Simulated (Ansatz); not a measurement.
A structure file:

```
Mn Sb
1.0
     5.10359    0.00000    0.00000
     0.00000    5.10359    0.00000
     0.00000    0.00000    5.10359
Mn Sb
4 4
Cartesian
  0.0000 0.0000 0.0000
  0.0000 2.5518 2.5518
  2.5518 0.0000 2.5518
  2.5518 2.5518 0.0000
  2.5518 0.0000 0.0000
  2.5518 2.5518 2.5518
  0.0000 0.0000 2.5518
  0.0000 2.5518 0.0000
```

> What crystal do these data define?

It has the composition MnSb. Space group Fm-3m (No. 225), lattice face-centred cubic. In terms of structure types, this is rock salt (NaCl type). Content of the cell: 4 Mn, 4 Sb (Z = 4). Around each Mn lie six Sb in an octahedral arrangement at 2.55 Å. Each Sb has six Mn in an octahedral arrangement at 2.55 Å. The bonds build a three-dimensional framework.

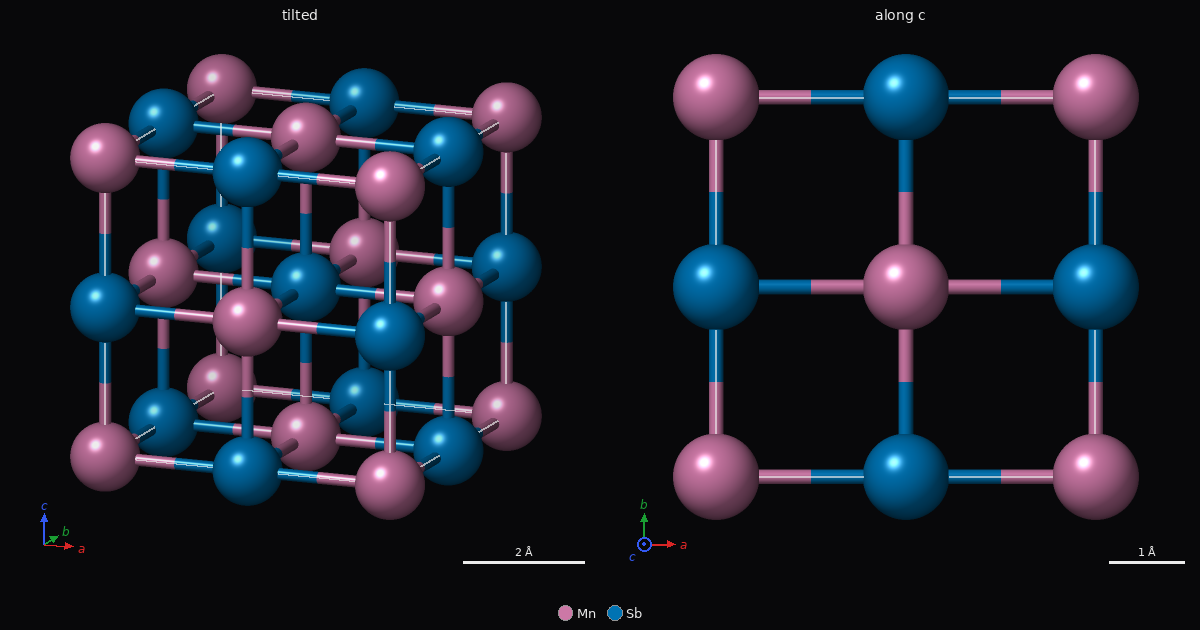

Ball-and-stick representation of a periodic structure, projected slightly off an axis and along the c axis. The parallelepiped is the conventional unit cell. Colours: manganese pink, antimony blue.

Starting structure: a structure listed in the Materials Project. Earlier steps of the study may have refined or changed the cell and positions. Ansatz was used for an electronic-structure calculation on it.

At this level of theory the cell isn't at rest (compressed, at 38 GPa), so its distances can differ from those at equilibrium, the more so the softer the solid.
